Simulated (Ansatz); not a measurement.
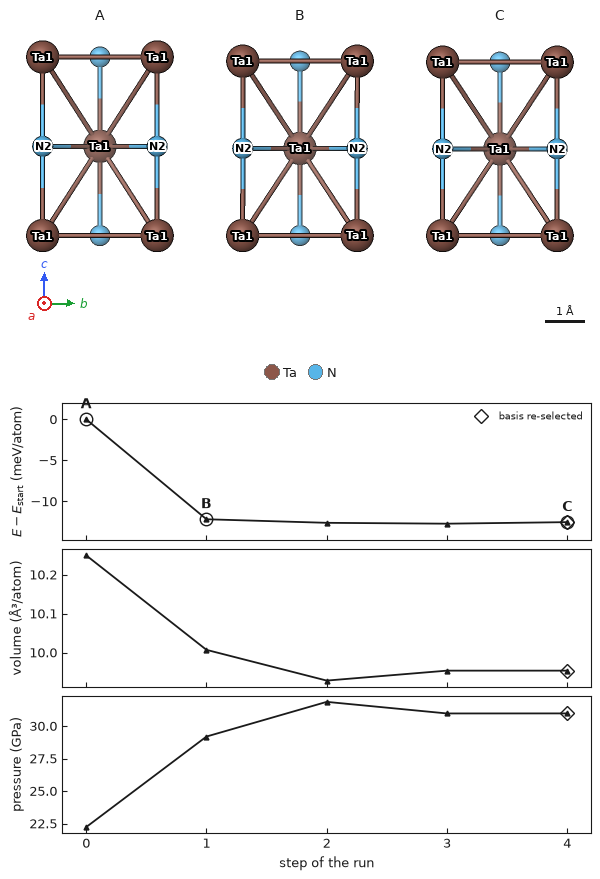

Frames of a relaxation of solid TaN (set up in I4/mmm), marked on the history of the run. A ball-and-stick model of the conventional cell (2 times the calculation's cell), seen along the a axis. Lengths and directions refer to the drawn axes.

Case: film's bulk on the substrate's plane, third vector and atoms relaxed.

Level of theory: DFT r2SCAN, scalar-relativistic, plane waves, PAW (Ansatz). Settings: plane-wave cutoff 500 eV; k-point mesh 12 × 12 × 15; occupations gaussian; smearing width 0.1 eV; no spin polarisation; cell relaxed at fixed a, b, gamma; force threshold 0.01 eV/Å; at most 50 steps.

Q: Describe the path.

A: After 3 accepted moves (4 points after the start) the energy has fallen by 12.5 meV per atom. All forces vanish by symmetry, so only the cell relaxes. Pressure: 22.23 GPa at the start and 30.97 GPa at the end. The SCF was repeated once at an unchanged geometry on a basis and grid sized afresh for the cell, which shifted the energy by 0.2 meV per atom at most. The atoms keep their places relative to the cell (all moves are under 0.005 Å). The drawn cell changes as follows: a = b unchanged at 2.973 Å, c 4.639 → 4.505 Å (−2.9 %); the volume changes by −2.9 %. Near-neighbour distances that change, for instance: Ta1–N2 2.319 → 2.253 Å, Ta1–Ta1 3.130 → 3.081 Å. The space group stays I4/mmm (No. 139). Cost: 54 s on 2 threads of Arm Neoverse V1 (shared host), peak memory 0.55 GiB. From step 0 to 1: volume −2.4 %, energy −12.2 meV per atom. From step 1 to 4: volume −0.5 %, energy −0.4 meV per atom.

```json
{"step": "0", "E − E(0), meV/atom": "0.00", "pressure, GPa": "22.23", "volume, Å³/atom": "10.249", "note": ""}
{"step": "1", "E − E(0), meV/atom": "-12.17", "pressure, GPa": "29.19", "volume, Å³/atom": "10.007", "note": ""}
{"step": "2", "E − E(0), meV/atom": "-12.61", "pressure, GPa": "31.86", "volume, Å³/atom": "9.928", "note": ""}
{"step": "3", "E − E(0), meV/atom": "-12.71", "pressure, GPa": "30.97", "volume, Å³/atom": "9.954", "note": ""}
{"step": "4", "E − E(0), meV/atom": "-12.53", "pressure, GPa": "30.97", "volume, Å³/atom": "9.954", "note": "same geometry, new basis"}
```
